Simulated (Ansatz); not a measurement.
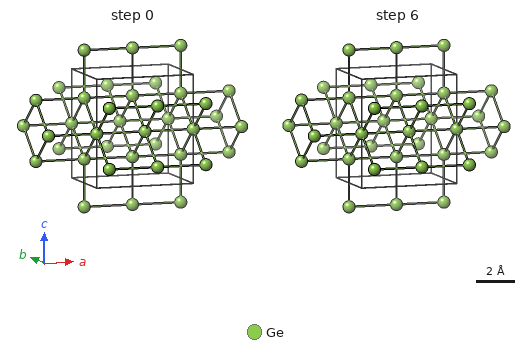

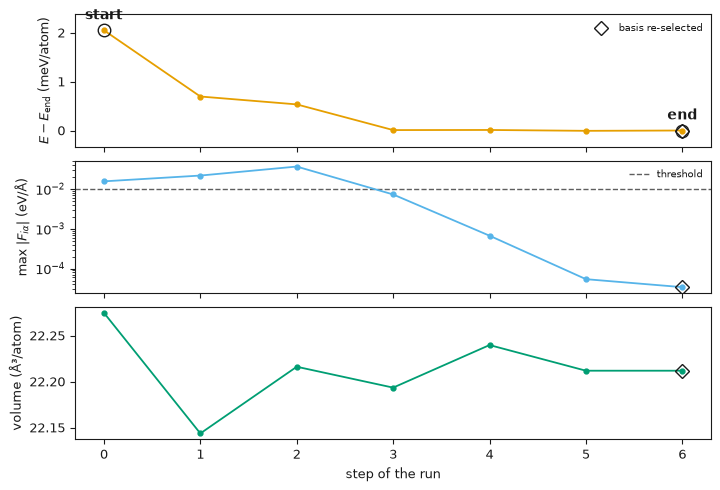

First and last geometry of a relaxation of solid Ge (a generated structure, set up in Pmmm), with the history of the run. A ball-and-stick model of the cell of the calculation, seen slightly off an axis.

These are results of DFT PBE, scalar-relativistic, plane waves, PAW in Ansatz, not measurements. Settings: plane-wave cutoff 420 eV; k-point mesh 8 × 10 × 6; occupations gaussian; smearing width 0.1 eV; no spin polarisation; cell and atoms relaxed; force threshold 0.01 eV/Å; at most 80 steps.

Question: What do the curves and the structures tell?

Answer: It converged. After 5 accepted moves (6 points after the start) the energy has fallen by 2.0 meV per atom. Largest force component: 0.016 eV/Å at the start, under 0.0001 eV/Å at the end. The pressure goes from −0.21 to −0.01 GPa. At 1 point the geometry stayed and the basis and grid were re-selected for the new cell (energy shift of less than 0.05 meV per atom at most each time). The atoms keep their places relative to the cell (all moves are under 0.005 Å). Cell: a 5.481 → 5.386 Å (−1.7 %), b 4.132 → 4.189 Å (+1.4 %), c 5.901 → 5.907 Å (+0.1 %). Volume −0.3 %. Some distances before and after: Ge–Ge 2.740 → 2.693 Å, Ge–Ge 2.648 → 2.671 Å. The space group stays Pmmm (No. 47). Cost: 4 min on 1 thread of Intel(R) Xeon(R) Platinum 8488C (Sapphire Rapids), with other jobs on the host, peak memory 0.85 GiB.
